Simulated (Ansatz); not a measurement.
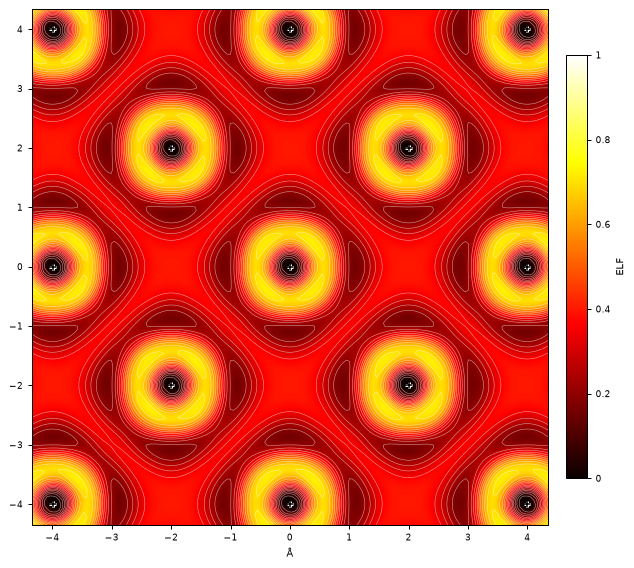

The electron localisation function on a plane through atoms (crosses mark nuclei in the plane).

The calculation used Ansatz 0.2.0, DFT PBEsol, scalar-relativistic, plane waves, PAW.

Candidates:
A. W, a = 4.00 Å, b = 4.00 Å, c = 4.00 Å, α = 90.00°, β = 90.00°, γ = 90.00°. Space group Fm-3m.
B. Al3Ni2, a = 4.00 Å, b = 4.00 Å, c = 4.86 Å, α = 90.00°, β = 90.00°, γ = 120.00°. Space group P-3m1; a structure from a database of computed crystals, not necessarily the ambient phase; computed without spin polarisation.
C. Ge, a = 2.81 Å, b = 5.11 Å, c = 2.60 Å, α = 90.00°, β = 90.00°, γ = 90.00°. Space group Cmmm; a structure from a database of computed crystals, not necessarily the ambient phase; changed on purpose from its base cell (strain +0.015 along x and y, -0.015 along z, atoms carried along).

Which system is this?

Answer. Candidate A: W on the (100) plane of the conventional cell, which holds W. W–W (2.83 Å): the ELF is about 0.35 at the midpoint.
